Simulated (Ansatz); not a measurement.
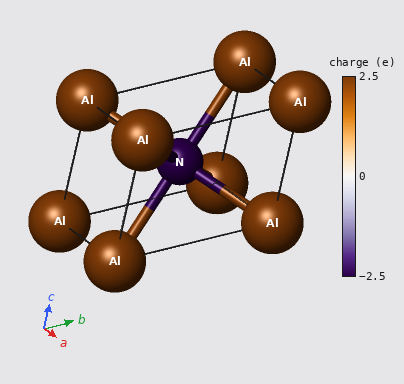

This ball-and-stick model is shown slightly off an axis. The simulation cell is drawn as a box. The atoms of this AlN cell are coloured by their Bader charge.

Method used: DFT PBE, scalar-relativistic, plane waves, PAW in Ansatz. It ran with 420 eV cutoff, a 10×10×10 mesh of k-points, Gaussian smearing of 0.02 eV, no spin polarisation.

Interpret the colouring.

Answer. Most positive: Al; most negative: N. Charges: about Al +2.5 e; N -2.5 e. The transfer is large, as in an ionic solid.

It derives from an entry, possibly a prediction, of the Crystallography Open Database. Earlier steps of the study may have refined or changed the cell and positions. It was run through Ansatz as a DFT input.
